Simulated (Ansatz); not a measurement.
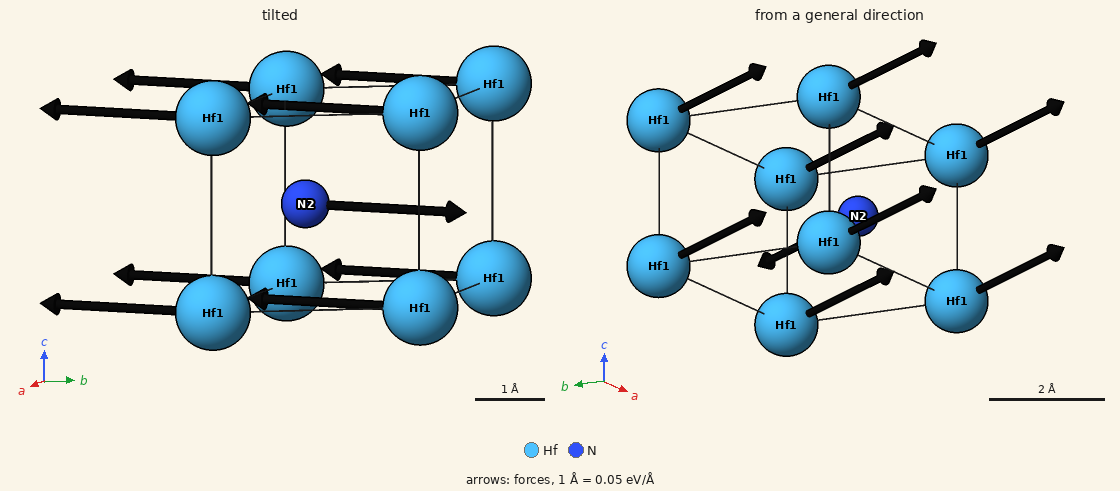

Crystal structure, spheres-only style, seen slightly off an axis and from a general direction. The wireframe shows the simulation cell. The arrows are the computed forces on the atoms.

System: HfN. Results below were computed with DFT r2SCAN, scalar-relativistic, plane waves, PAW (Ansatz 0.2.0); the settings were a 500 eV plane-wave basis, k-point mesh 12×12×12, Gaussian smearing of 0.05 eV, no spin polarisation.

> Are the forces small enough to call this converged?

No. The atoms still feel forces of up to about 0.11 eV/Å, above a usual threshold of 0.01 to 0.03 eV/Å.

> Where does the largest force act?

Hf1 and N2, about 0.11 eV/Å.

Provenance: a structure type filled with these elements by a generator (whether the compound takes this form wasn't checked). The cell was then strained or its atoms displaced on purpose. It was run through Ansatz as a DFT input.
